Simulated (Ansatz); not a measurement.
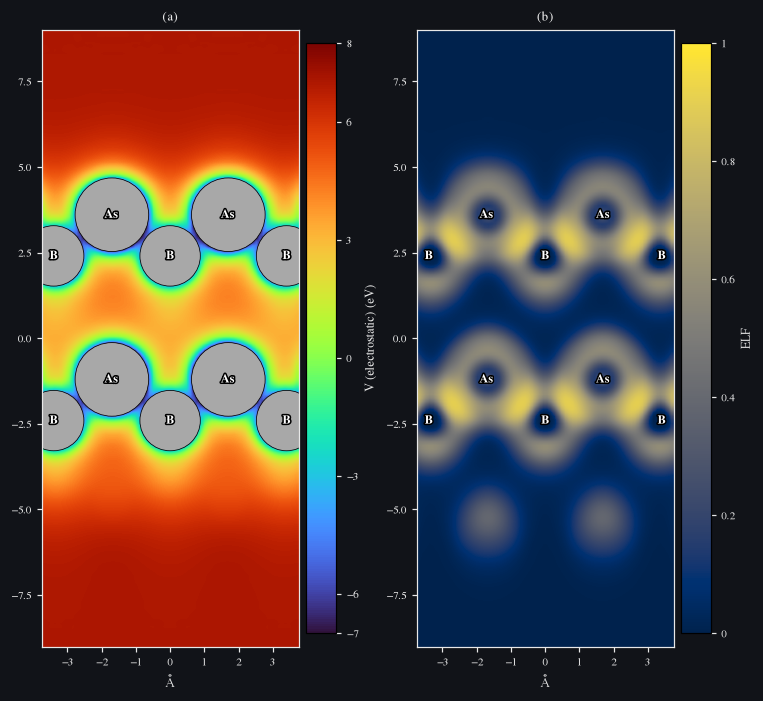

B$_{5}$As$_{4}$ (slab). (a) electrostatic potential (local pseudopotential plus Hartree) felt by an electron; (b) electron localisation function on the (100) plane of the calculation cell, a cut from vacuum to vacuum. Grey discs cover the atomic cores in the potential map.

Not relaxed (largest force 1.3 eV/Å); computed without spin polarisation.

Computed with DFT PBE, scalar-relativistic, plane waves, PAW (Ansatz).

In a PAW calculation such maps are meaningful between the atoms, not at the nuclei.

The calculation's input:

```
crystal:
  lattice:
    - [3.4003508741, 0.0, 0.0]
    - [0.0, 3.4003508741, 0.0]
    - [0.0, 0.0, 24.617644646]
  atoms:
    - { symbol: B, position: [0.5, 0.5, 0.3046595281] }
    - { symbol: As, position: [0.5, 0.0, 0.3534946461] }
    - { symbol: B, position: [0.0, 0.0, 0.402329764] }
    - { symbol: As, position: [0.0, 0.5, 0.451164882] }
    - { symbol: B, position: [0.5, 0.5, 0.5] }
    - { symbol: As, position: [0.5, 0.0, 0.548835118] }
    - { symbol: B, position: [0.0, 0.0, 0.597670236] }
    - { symbol: As, position: [0.0, 0.5, 0.6465053539] }
    - { symbol: B, position: [0.5, 0.5, 0.6953404719] }
basis:
  ecutwfc: 420
kpoints:
  mp_grid: { grid: [8, 8, 1] }
hamiltonian:
  xc: pbe
scf:
  occupations: { method: gaussian, width: 0.05 }
output:
  forces: true
  stress: true
  eigenvalues: true
  write_density: true
  write_potential: true
  elf: true
  volumetric_format: npy
efield:
  axis: 3
  dipole_correction: true
  ramp_width: 0.04
```

Command:

```sh
ansatz run input.yaml --threads 1 --pin off --max-ram 2560MiB --backend cpu --events-out ev --progress --plain --runs-dir out
```

### What do the fields say about this system?

The section cuts through B and As sites.
B–As (2.08 Å): the ELF peaks at about 0.90 between the atoms.
Outside the cores the potential energy rises away from the atoms and is highest in the vacuum; its zero is arbitrary.

### Does the calculation give a band gap?

It is metallic or semimetallic at this level of theory: no gap opens.
